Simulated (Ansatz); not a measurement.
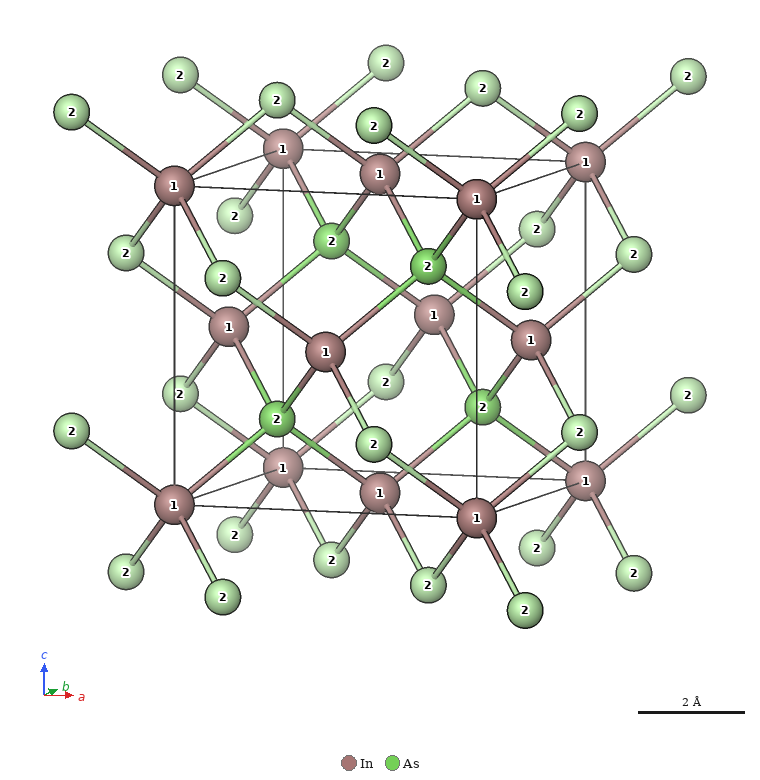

**Figure 1.** The input geometry (ball-and-stick view of the cell 4 times as large as that of the calculation, set on its symmetry axes, seen slightly off an axis; neighbours outside the cell are drawn fainter; atoms are numbered from 1 in the order of the input). Near neighbours in the crystal (not all of them lie inside the picture): In has 4 As at 2.64 Å; As has 4 In at 2.64 Å.

# Geometry relaxation, with input and output: InAs (part 1 of 2)

InAs (2 atoms in the cell), computed with DFT PBEsol, scalar-relativistic, plane waves, PAW, no spin polarisation (Ansatz 0.2.0).

The structure derives from an entry of the Crystallography Open Database. It belongs to a series of runs on one base structure; here: relaxed at -1 GPa. Figures and captions count atoms from 1; the log counts them from 0 in places.

## The input
```yaml
crystal:
  lattice:
    - [0.0, 3.0437329627, 3.0437329627]
    - [3.0437329627, 0.0, 3.0437329627]
    - [3.0437329627, 3.0437329627, 0.0]
  atoms:
    - { symbol: In, position: [0.0, 0.0, 0.0] }
    - { symbol: As, position: [0.75, 0.75, 0.75] }
basis:
  ecutwfc: 420
kpoints:
  mp_grid: { grid: [12, 12, 12] }
hamiltonian:
  xc: pbesol
scf:
  occupations: { method: fermi_dirac, width: 0.15 }
output:
  forces: true
  stress: true
  eigenvalues: true
  write_density: true
  write_potential: true
  elf: true
  volumetric_format: npy
relax:
  adjacent_minimum: "off"
  f_tol: 0.001
  max_steps: 60
  cell: { stress_tol: 0.02, p_target: -1.0 }
```

Machine: 1 thread of AMD EPYC (Zen 3), 189 GiB of memory available, shared host.

Launched with:
```bash
ansatz run input.yaml --threads 1 --pin off --max-ram 3072MiB --backend cpu --events-out ev --progress --plain --runs-dir out
```

## What the program printed
```
Engine: ansatz 0.2.0, x86_64-unknown-linux-gnu
Pseudopotentials: kind: paw
Pseudopotential: In, paw, valence charge 13, recommended cutoff 420 eV (normal), In.paw.azcp
Pseudopotential: As, paw, valence charge 15, recommended cutoff 420 eV (normal), As.paw.azcp
Functional definition: PBEsol
  exchange = pbesol_x
  correlation = pbesol_c
Crystal: 2 atoms, lattice volume = 56.396 Å³
Basis set: ecut = 420 eV, 1067 PW (Γ), exchange–correlation on 60×60×60 points (8 copies of the dense FFT grid, shifted against one another)
Bands: 18, of which v1, the nominal top of the filled ones, is band 14 counted from 1 (13 counted from 0)
Symmetry: 24 space group operations
Space group: F-43m (ITA 216), of the structure as read, at distance tolerance 3.8e-5 Å
k-points: 72 of 1728 (time reversal used)
Non-local potential: In, projectors of the file, l = 0: 2, l = 1: 2, l = 2: 2, l = 3: 2
Non-local potential: As, projectors of the file, l = 0: 2, l = 1: 2, l = 2: 3, l = 3: 1
PAW form: soft (Blöchl's): semilocal exchange-correlation on the pseudo side does not see the compensation charge
PAW frozen core: In, regenerated for the run's functional, and the local potential with it (the file was generated under x = pbe(κ = 0.804, μ = 0.2195149727645171), c = pbe(β = 0.06672455060314922))
PAW frozen core: As, regenerated for the run's functional, and the local potential with it (the file was generated under x = pbe(κ = 0.804, μ = 0.2195149727645171), c = pbe(β = 0.06672455060314922))
PAW one-centre angular grid: In, 590 points (default); XC on 64 Gauss nodes
PAW one-centre angular grid: As, 590 points (default); XC on 64 Gauss nodes
Initial density: superposition of atomic densities (neutral atoms: chi_scale 0, normalization atom), corrected by the library's trained network
Initial wavefunctions: pseudopotential atomic-orbital guess
Functional: x = pbesol(κ = 0.804, μ = 0.12345679012345678), c = pbesol(β = 0.046)
SCF iter   1: F=—  HF=-10338.837351 eV  |F-HF|=—  |Δ(HF+E_count)|=         —  Δρ=4.49e-3  dr2=1.99e-2  ethr=1.77e-3  ⟨swp⟩=5.2  Hψ=6139  notcnv=0
preconditioner: auto → none  [insulator: Δε(μ)=0.691 eV  Ē_g=14.539 eV  σ=0.150 eV  W_gap=0.82  n_scr=14 (ndim 8)  ℏωp=21.0 eV  f_vac=0.112  D(μ)=0.04/eV (n_scr^D=0)  ε∞_Penn≈3.1]
SCF iter   2: F=—  HF=-10338.829834 eV  |F-HF|=—  |Δ(HF+E_count)|=   7.52e-3  Δρ=1.51e-3  dr2=1.13e-3  ethr=7.11e-5  ⟨swp⟩=2.0  Hψ=2129  notcnv=0
SCF iter   3: F=—  HF=-10338.829646 eV  |F-HF|=—  |Δ(HF+E_count)|=   1.88e-4  Δρ=4.98e-4  dr2=1.54e-4  ethr=4.02e-6  ⟨swp⟩=2.0  Hψ=2305  notcnv=0
SCF iter   4: F=—  HF=-10338.829677 eV  |F-HF|=—  |Δ(HF+E_count)|=   3.06e-5  Δρ=2.10e-4  dr2=1.60e-5  ethr=5.51e-7  ⟨swp⟩=2.0  Hψ=1563  notcnv=0
SCF iter   5: F=—  HF=-10338.829690 eV  |F-HF|=—  |Δ(HF+E_count)|=   1.32e-5  Δρ=1.88e-5  dr2=1.32e-7  ethr=5.70e-8  ⟨swp⟩=2.0  Hψ=1587  notcnv=0
SCF iter   6: F=-10338.829690 eV  HF=-10338.829690 eV  |F-HF|=3.24e-8  |Δ(HF+E_count)|=   4.31e-8  Δρ=7.64e-6  dr2=2.14e-8  ethr=3.57e-10  ⟨swp⟩=9.4  Hψ=9583  notcnv=0
SCF 1 converged in 6 iterations: F = -10338.829690 eV  dr2 = 2.14e-8
  greatest PAW one-centre occupation: 0.999 electrons in one spin orbital (limit 2), on the As atom at site 1 (counted from 0), in its partial waves of l = 2
relax step   1: F+E_penalty+E_count = -10338.82969003 eV  Δ(F+E_penalty+E_count) = +0.000e0 eV  max|allowed force component| = 1.295e-16 eV/Å  Δτ_max = 0.0000 Å  P = +0.004 GPa  Ω = 56.396 Å³  (6 SCF iters, dr2 threshold 1.00e-7 eV, accepted)
Crystal: 2 atoms, lattice volume = 57.798 Å³
Basis set: ecut = 420 eV, 1139 PW (Γ), exchange–correlation on 60×60×60 points (8 copies of the dense FFT grid, shifted against one another)
Initial density: handed on by an earlier stage of this run
Initial wavefunctions: those handed on with the density
iter 1 solved again at ethr=1.91e-6 eV; its pass at ethr=3.10e-3 eV (dr2=5.35e-4 eV) is discarded
SCF iter   1: F=—  HF=-10338.823772 eV  |F-HF|=—  |Δ(HF+E_count)|=         —  Δρ=7.84e-4  dr2=5.20e-4  ethr=1.91e-6  ⟨swp⟩=2.3  Hψ=8210  notcnv=0
preconditioner: auto → none  [insulator: Δε(μ)=0.643 eV  Ē_g=14.456 eV  σ=0.150 eV  W_gap=0.79  n_scr=14 (ndim 8)  ℏωp=20.7 eV  f_vac=0.106  D(μ)=0.04/eV (n_scr^D=0)  ε∞_Penn≈3.1]
SCF iter   2: F=—  HF=-10338.823705 eV  |F-HF|=—  |Δ(HF+E_count)|=   6.70e-5  Δρ=3.49e-4  dr2=6.45e-5  ethr=1.86e-6  ⟨swp⟩=2.0  Hψ=1560  notcnv=0
SCF iter   3: F=—  HF=-10338.823710 eV  |F-HF|=—  |Δ(HF+E_count)|=   5.50e-6  Δρ=1.24e-4  dr2=1.09e-5  ethr=2.30e-7  ⟨swp⟩=2.0  Hψ=2302  notcnv=0
SCF iter   4: F=—  HF=-10338.823712 eV  |F-HF|=—  |Δ(HF+E_count)|=   1.28e-6  Δρ=2.65e-5  dr2=2.71e-7  ethr=3.90e-8  ⟨swp⟩=3.0  Hψ=2406  notcnv=0
SCF iter   5: F=-10338.823712 eV  HF=-10338.823712 eV  |F-HF|=1.27e-8  |Δ(HF+E_count)|=   2.40e-7  Δρ=5.52e-6  dr2=1.16e-8  ethr=7.14e-10  ⟨swp⟩=9.2  Hψ=8959  notcnv=0
SCF 2 converged in 5 iterations: F = -10338.823712 eV  dr2 = 1.16e-8
relax step   2: F+E_penalty+E_count = -10338.82371188 eV  Δ(F+E_penalty+E_count) = +5.978e-3 eV  max|allowed force component| = 4.337e-17 eV/Å  Δτ_max = 0.0000 Å  P = -1.281 GPa  Ω = 57.798 Å³  energy of the carried Pulay correction = -2.579e-4 eV  (5 SCF iters, dr2 threshold 2.00e-7 eV, accepted)
Crystal: 2 atoms, lattice volume = 57.485 Å³
iter 1 solved again at ethr=1.09e-7 eV; its pass at ethr=3.10e-3 eV (dr2=3.04e-5 eV) is discarded
SCF iter   1: F=—  HF=-10338.826007 eV  |F-HF|=—  |Δ(HF+E_count)|=         —  Δρ=1.73e-4  dr2=2.45e-5  ethr=1.09e-7  ⟨swp⟩=2.8  Hψ=7149  notcnv=0
preconditioner: auto → none  [insulator: Δε(μ)=0.661 eV  Ē_g=14.477 eV  σ=0.150 eV  W_gap=0.80  n_scr=14 (ndim 8)  ℏωp=20.8 eV  f_vac=0.101  D(μ)=0.04/eV (n_scr^D=0)  ε∞_Penn≈3.1]
SCF iter   2: F=—  HF=-10338.826003 eV  |F-HF|=—  |Δ(HF+E_count)|=   4.11e-6  Δρ=7.59e-5  dr2=2.98e-6  ethr=8.75e-8  ⟨swp⟩=2.0  Hψ=1560  notcnv=0
SCF iter   3: F=—  HF=-10338.826003 eV  |F-HF|=—  |Δ(HF+E_count)|=   1.42e-7  Δρ=2.65e-5  dr2=4.99e-7  ethr=1.06e-8  ⟨swp⟩=2.0  Hψ=2303  notcnv=0
SCF iter   4: F=-10338.826003 eV  HF=-10338.826003 eV  |F-HF|=8.25e-9  |Δ(HF+E_count)|=   1.23e-8  Δρ=5.95e-6  dr2=1.32e-8  ethr=7.04e-10  ⟨swp⟩=9.1  Hψ=9796  notcnv=0
SCF 3 converged in 4 iterations: F = -10338.826003 eV  dr2 = 1.32e-8
relax step   3: F+E_penalty+E_count = -10338.82600268 eV  Δ(F+E_penalty+E_count) = -2.291e-3 eV  max|allowed force component| = 3.375e-17 eV/Å  Δτ_max = 0.0000 Å  P = -1.010 GPa  Ω = 57.485 Å³  energy of the carried Pulay correction = -2.010e-4 eV  (4 SCF iters, dr2 threshold 1.97e-7 eV, accepted)
Initial wavefunctions: pseudopotential atomic-orbital guess (no wavefunctions were taken with the density)
iter 1 solved again at ethr=3.77e-7 eV; its pass at ethr=3.10e-3 eV (dr2=1.06e-4 eV) is discarded
SCF iter   1: F=—  HF=-10338.826200 eV  |F-HF|=—  |Δ(HF+E_count)|=         —  Δρ=2.85e-5  dr2=7.40e-8  ethr=3.77e-7  ⟨swp⟩=2.0  Hψ=9010  notcnv=0
eigensolver tolerance schedule: the retry pair's looser diagonalisation over-reported the residual by 1425.83 of it (diagonalisation noise at 0.21 of the residual, at the tolerance the schedule requests for it); recorded, not acted on — ethr = c·dr2/N_el stays at c = 1.0e-1
preconditioner: auto → none  [insulator: Δε(μ)=0.660 eV  Ē_g=14.477 eV  σ=0.150 eV  W_gap=0.80  n_scr=14 (ndim 8)  ℏωp=20.8 eV  f_vac=0.102  D(μ)=0.04/eV (n_scr^D=0)  ε∞_Penn≈3.1]
SCF iter   2: F=—  HF=-10338.826200 eV  |F-HF|=—  |Δ(HF+E_count)|=   5.23e-7  Δρ=1.30e-5  dr2=1.83e-8  ethr=2.64e-10  ⟨swp⟩=2.0  Hψ=2323  notcnv=0
SCF iter   3: F=—  HF=-10338.826201 eV  |F-HF|=—  |Δ(HF+E_count)|=   2.87e-7  Δρ=4.14e-6  dr2=1.47e-9  ethr=6.54e-11  ⟨swp⟩=2.0  Hψ=1585  notcnv=0
SCF iter   4: F=—  HF=-10338.826201 eV  |F-HF|=—  |Δ(HF+E_count)|=   3.03e-8  Δρ=4.12e-7  dr2=5.08e-11  ethr=5.26e-12  ⟨swp⟩=2.0  Hψ=2306  notcnv=0
SCF iter   5: F=—  HF=-10338.826201 eV  |F-HF|=—  |Δ(HF+E_count)|=  1.49e-10  Δρ=1.70e-7  dr2=1.61e-11  ethr=1.00e-12  ⟨swp⟩=2.8  Hψ=2364  notcnv=0
SCF iter   6: F=-10338.826201 eV  HF=-10338.826201 eV  |F-HF|=1.82e-12  |Δ(HF+E_count)|=  7.28e-12  Δρ=3.59e-8  dr2=3.86e-13  ethr=1.00e-12  ⟨swp⟩=4.5  Hψ=5458  notcnv=0
SCF 4 converged in 6 iterations: F = -10338.826201 eV  dr2 = 3.86e-13
relax step   4: F+E_penalty+E_count = -10338.82620058 eV  Δ(F+E_penalty+E_count) = -1.979e-4 eV  max|allowed force component| = 3.542e-17 eV/Å  Δτ_max = 0.0000 Å  P = -1.010 GPa  Ω = 57.485 Å³  stress off target by 1.04e-2 GPa  SCF on the basis re-selected at this cell (its energy is not comparable with the rows above)  (6 SCF iters)
```

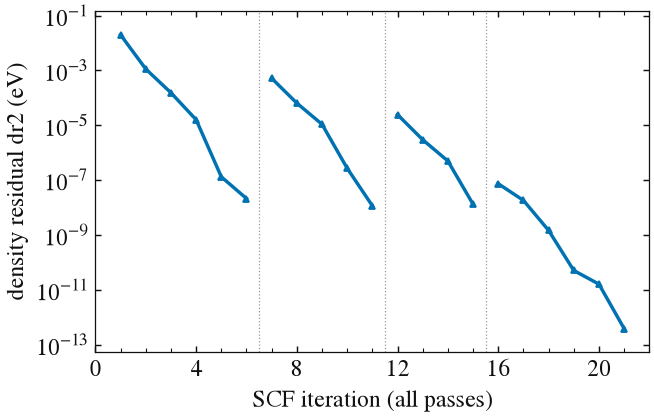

**Figure 2.** Convergence of the self-consistent field: density residual dr2 against the SCF iteration. The dotted lines part the SCF passes of the relaxation: geometry steps, rejected trials and re-solves on a re-selected basis. The passes take 6, 5, 4 and 6 iterations.

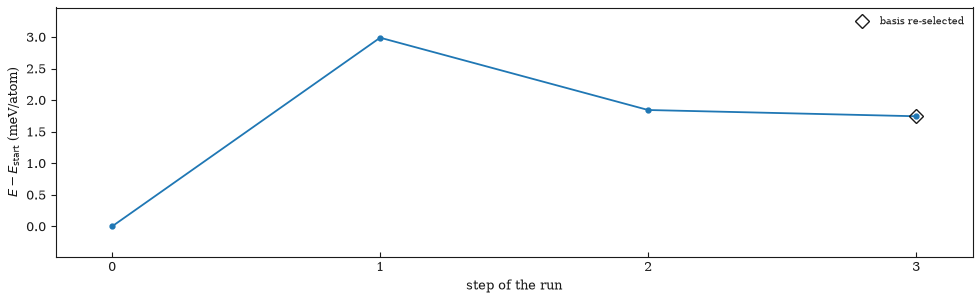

**Figure 3.** Progress of the relaxation, step by step (the first geometry is step 0 here and step 1 in the log).
